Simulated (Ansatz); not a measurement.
# Sampling a charged cell: C_N in GaN (P6_3mc), part 2 of 2

Aim: the (0/−1) level of C_N in GaN (P6_3mc) as a function of the k-point sampling, with the cost of each choice. The model is a cell of 72 host atoms with 1 N taken out and 1 C put in; the atoms are relaxed once and then held.

Ansatz 0.2.0; plane-wave PAW DFT; relaxations with PBEsol, then single points with PBEsol, on supercells at fixed charge in a uniform background.

So far: Set-up; Relaxing both charge states, PBEsol.

## 3. First setting: the zone centre alone

The defect state overlaps with its images and forms a narrow band, so the k-points decide which part of that band enters the energy. A point off the zone centre usually averages it better, but needs complex orbitals and more time.

The input, qm1.kg/input.yaml:

```yaml
crystal:
  checkpoint: "../qm1.relax.run"
  host: checkpoint
total_charge: -1
basis:
  ecutwfc: 420
  xc_grid: 2
hamiltonian:
  xc: pbesol
  pseudopotentials: { kind: paw, azcp: { folder: soft_1 }, xc_functional: pbe }
kpoints:
  mp_grid: { grid: [1, 1, 1] }
scf:
  occupations: { method: fixed }
  max_iter: 60
output:
  forces: true
  charged_corrections:
    epsilon: [5.83, 5.83, 6.02]
    static_epsilon: [10.1, 10.1, 11.18]
    defect_position: [0.555556, 0.444444, 0.43791]
  eigenvalues: true
checkpoint:
  read: "../qm1.relax.run"
  write: "../qm1.kg.run"
  compress: false
  write_wavefunctions: false
  write_every: 100000
```

Launch:

```
> ansatz run input.yaml --threads 32 --pin off --max-ram 84787MiB --backend cuda --events-out ev --progress --plain --runs-dir out --max-vram 78GiB
```

Numbers of over 12 decimals in the logs are rounded to 6 here.

What it wrote:

```text
[...]
crystal.checkpoint: the structure is that of <dir>, a `relax` run, at its step 4: its result, under pbesol at a charge of -1 e; 72 atoms read, 0 with a starting moment; crystal.structure_sha256 for this input is
[...]
device memory: the entry about to start is reckoned to put 3.7 GiB on a device that reports 182.5 GiB free (of which the cap on the GPU budget leaves the run 78.0 GiB)
GPU FFT provider: cuFFT
GPU libraries: cuBLAS 13.8.1, cuFFT 12.4.0, cuSOLVER 12.3.2
GPU matrix products: emulated (plane waves: as basis.precision tells), large ones in fixed point in workspaces of 1.00 GiB
Crystal: 72 atoms, lattice volume = 818.891 Å³
Basis set: ecut = 420 eV, 15995 PW (Γ), exchange–correlation on 128×128×144 points (8 copies of the dense FFT grid, shifted against one another)
Bands: 396, of which v1, the nominal top of the filled ones, is band 324 counted from 1 (323 counted from 0)
Symmetry: 1 space group operations
[...]
k-points: 1
[...]
Stability of the state it starts from, as read at its close in the unpolarized treatment: not read negative (Ritz values of 1 − χ₀K, real part plus size of imaginary part, from 1.2 to 1.5, by its mixing steps under no symmetry)
[...]
GPU buffer pool allocated for 294912 grid points (all kernels)
GPU transforms: local potential and band sums: pruned to the plane-wave sphere, on 64×64×72
[...]
iter 1 solved again at ethr=7.34e-5 eV; its pass at ethr=3.10e-3 eV (dr2=4.76e-1 eV) is discarded
[...]
SCF iter   9: F=-148271.571705 eV  HF=-148271.571705 eV  |Δ(HF+E_count)|=   3.46e-8  Δρ=1.96e-6  dr2=2.93e-8  Hψ=2030
SCF 1 converged in 9 iterations: F = -148271.571705 eV  dr2 = 2.93e-8
[...]
SCF converged after 9 iterations
Free energy (F): -148271.571705 eV
[...]
Internal energy: -148271.571705 eV  (E = F + TS)
E sigma→0 (E₀):  -148271.571705 eV
Fermi energy:    10.077927 eV
[...]
--- Forces (eV/Å), atoms counted from 1 ---
  atom   1  Ga    -0.00268044     0.00154575     0.00697349
  atom   2  Ga     0.00737444    -0.00379958     0.00963646
  atom   3  N     -0.03109185    -0.04378512    -0.02168930
  [... 3 atoms left out ...]
  [... 66 more lines of this table ...]
  max |Σ_I F_I| component: 5.82e-5 eV/Å
[...]
F Makov-Payne    = n/a  (the rows are of the electrons' constant alone; ansatz place-levels tells what screens the charge)
[...]
--- Band table (eV) ---
[...]
```

Elapsed: 1.4 s, on 1 × NVIDIA GB200 with 32 threads of Arm Neoverse V2, shared host; peak memory 1.2 GiB; 3.1 s of CPU time.

In the SCF lines HF is the Harris–Foulkes energy and dr2 the Hartree energy of the density residual, in eV; the loop may stop once dr2 is under the threshold and the program's other checks hold. Hψ counts applications of the Hamiltonian.

Both charges and the host at this setting go to place-levels, which corrects for the image charge and aligns the potentials.

The input, levels.kg.yaml:

```yaml
host:
  run: host.kg.run
states: [qm1.kg.run, q0_M1.kg.run]
geometry_from:
  qm1.kg.run: qm1.relax.run
  q0_M1.kg.run: q0_M1.relax.run
  host.kg.run: host.relax.run
chemical_potentials:
  "N":
    energy: -378.476431
    dataset: "<sha256 of the dataset>"
  C:
    energy: -246.668769
    dataset: "<sha256 of the dataset>"
```

Launch:

```
> ansatz place-levels levels.kg.yaml -- --threads 32 --pin off --max-ram 84787MiB --backend cuda --max-vram 78GiB
```

What it wrote:

```text
(0/-1) 0.546 eV above the valence edge, 1.291 eV under the conduction edge
formation energy of charge 0: +3.591 eV with the Fermi level at the valence edge
formation energy of charge -1: +4.137 eV with the Fermi level at the valence edge
  edges by pbesol, gap 1.837 eV; the host is sampled to repeats of 9.55 Å
  the defect's cells are sampled to repeats of 9.55 Å, like sampling
  charge 0: +0.000 eV for its dipole among its images, +0.003 omitted
  charge -1: -148271.3704 eV with its correction of +0.201 eV, at epsilon [10.1, 10.1, 11.18], aligned at sites: +0.0086 eV, mean over 33 atomic sites at or beyond 4.77 Å from the defect at [0.5556, 0.4444, 0.4379], with +0.000000 for the charge's moments and [...]
  of states[1] (q0_M1.kg.run): its only k-point is the zone centre, where a defect's energies can be off by tenths of an eV or more: see "From the zone centre to a mesh" in the quickstart
  of states[0] (qm1.kg.run): how wide its charge is, is not read beside other atoms or cores, and a band state would take no correction. [...]
```

Wall time 0.14 s (32 threads).

At this setting the gap is 1.837 eV and (0/−1) lies 0.546 eV above the valence top.

## 4. The other settings

In the defect's inputs only the studied keys change. One input of each further setting:

qm1.kq/input.yaml, as its differences from qm1.kg/input.yaml of step 3:

```diff
@@ -11,3 +11,3 @@
 kpoints:
-  mp_grid: { grid: [1, 1, 1] }
+  mp_grid: { grid: [1, 1, 1], shift: [0.25, 0.25, 0.25] }
 scf:
@@ -24,3 +24,3 @@
   read: "../qm1.relax.run"
-  write: "../qm1.kg.run"
+  write: "../qm1.kq.run"
   compress: false
```

qm1.km0/input.yaml, as its differences from qm1.kq/input.yaml of step 4:

```diff
@@ -11,3 +11,3 @@
 kpoints:
-  mp_grid: { grid: [1, 1, 1], shift: [0.25, 0.25, 0.25] }
+  mp_grid: { grid: [2, 2, 2] }
 scf:
@@ -24,3 +24,3 @@
   read: "../qm1.relax.run"
-  write: "../qm1.kq.run"
+  write: "../qm1.km0.run"
   compress: false
```

qm1.kms/input.yaml, as its differences from qm1.km0/input.yaml of step 4:

```diff
@@ -11,3 +11,3 @@
 kpoints:
-  mp_grid: { grid: [2, 2, 2] }
+  mp_grid: { grid: [2, 2, 2], shift: [0.5, 0.5, 0.5] }
 scf:
@@ -24,3 +24,3 @@
   read: "../qm1.relax.run"
-  write: "../qm1.km0.run"
+  write: "../qm1.kms.run"
   compress: false
```

qm1.km3/input.yaml, as its differences from qm1.kms/input.yaml of step 4:

```diff
@@ -11,3 +11,3 @@
 kpoints:
-  mp_grid: { grid: [2, 2, 2], shift: [0.5, 0.5, 0.5] }
+  mp_grid: { grid: [3, 3, 3] }
 scf:
@@ -24,3 +24,3 @@
   read: "../qm1.relax.run"
-  write: "../qm1.kms.run"
+  write: "../qm1.km3.run"
   compress: false
```

qm1.km4/input.yaml, as its differences from qm1.km3/input.yaml of step 4:

```diff
@@ -11,3 +11,3 @@
 kpoints:
-  mp_grid: { grid: [3, 3, 3] }
+  mp_grid: { grid: [4, 4, 4], shift: [0.5, 0.5, 0.5] }
 scf:
@@ -24,3 +24,3 @@
   read: "../qm1.relax.run"
-  write: "../qm1.km3.run"
+  write: "../qm1.km4.run"
   compress: false
```

## 5. Result against cost

Times of the states on 1 × NVIDIA GB200 with 32 threads of Arm Neoverse V2, shared host; the host is run again at each setting:

```csv
k-point sampling,gap (eV),(0/−1) above the valence top (eV),under the conduction bottom (eV),level less that at a 4×4×4 shifted mesh (meV),"time, both charge states","time, host and placing",peak memory of a state (GiB)
the zone centre alone,1.837,0.546,1.291,211,3.1 s,6.6 s,1.2
"one point at (¼, ¼, ¼) *",1.885,0.292,1.593,-43,3 s,16 s,1.4
a 2×2×2 Γ-centred mesh,1.876,0.381,1.495,46,5 s,7 s,1.5
a 2×2×2 shifted mesh,1.877,0.312,1.565,-23,4.7 s,11 s,1.5
a 3×3×3 Γ-centred mesh,1.877,0.339,1.538,4,8.9 s,6.8 s,1.9
a 4×4×4 shifted mesh,1.877,0.334,1.543,0,19 s,12 s,2.5
```

* started from the relaxation's converged state in the same settings, so its time is no fair cost.

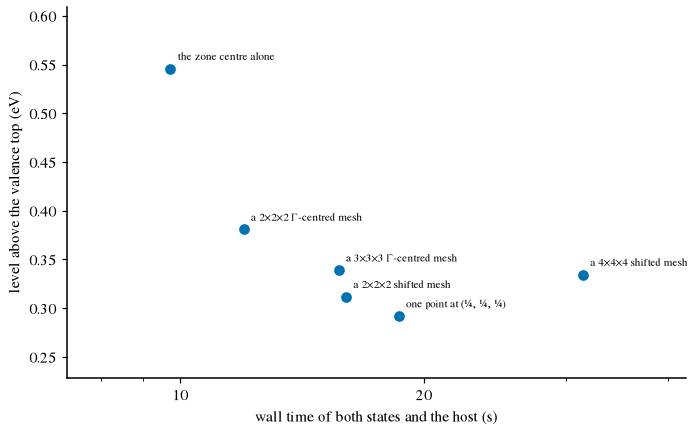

The level against the time spent.

## 6. Outcome

* (0/minus 1) level, the zone centre alone: 0.55 eV
* (0/minus 1) level, one point at (¼, ¼, ¼): 0.29 eV
* (0/minus 1) level, a 2×2×2 Γ-centred mesh: 0.38 eV
* (0/minus 1) level, a 2×2×2 shifted mesh: 0.31 eV
* (0/minus 1) level, a 3×3×3 Γ-centred mesh: 0.34 eV
* (0/minus 1) level, a 4×4×4 shifted mesh: 0.33 eV

Over the settings in the table the level spans 0.254 eV; a 3×3×3 Γ-centred mesh lies within 0.02 eV of the reference (a 4×4×4 shifted mesh, 0.33 eV). The largest miss of the level above the valence top is 211 meV, with the zone centre alone. In a reference run the bands overlap at the filling edge, so the reference itself is in doubt. Only the charges −1 and 0 were run, each from one start, so (0/−1) need not be a change between stable states. At a 2×2×2 Γ-centred mesh, a 3×3×3 Γ-centred mesh and a 4×4×4 shifted mesh a state has next to no gap at its filling edge, or overlapping levels, which makes the level less certain. Limits: PBEsol makes the gap too small and tends to spread out bound carriers; force components of up to 0.27 eV/Å remain in a run at the final settings.

[Logs are printed without paths, hosts, clocks, repeated set-up lines and the standing remarks that a program may print on its own settings, such as how far it seeks lower states.]

[Hosts, paths, dates, database ids (printed as entryN), source tags and the programs' standing remarks are cut or masked in the printed files.]

[Where a table of states has a column of steps, it counts the stored structures, which are thinned; the runs took as many ionic steps or more.]

[For some hosts the program warned that the k-mesh of the response run may be too coarse for force constants and the static dielectric constant; such warnings are not shown here.]
